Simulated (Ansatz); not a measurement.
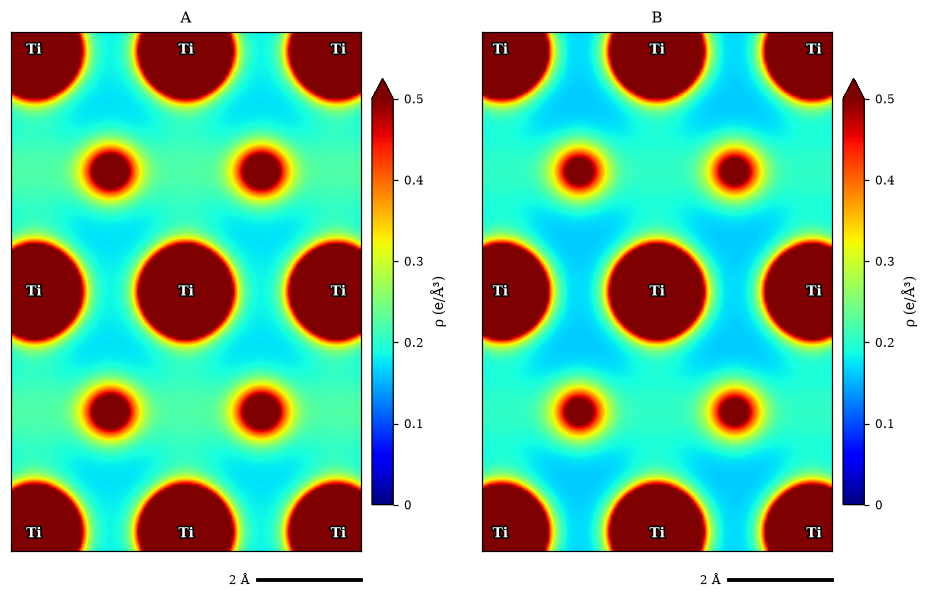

Ti. The valence charge density (pseudo) of two cells that differ in size and shape, on the (010) plane of each (indices in the axes of the calculation cell), at one length scale and on one colour scale: B has 18.7 Å³ an atom and A 17.7.

The calculation used DFT, PBE, PAW with Ansatz's default frozen-core files, scalar-relativistic (Ansatz 0.2.0).

Core electrons are frozen (PAW), and the valence fields are smoothed inside the atomic spheres.

What does the compression do to the bonding and the properties?

Answer. From the larger cell to the smaller, Ti–Ti goes from 3.04 to 2.95 Å, and the density at its midpoint from 0.17 to 0.18 e/Å³; the pressure goes from −7 to −1.6 GPa.
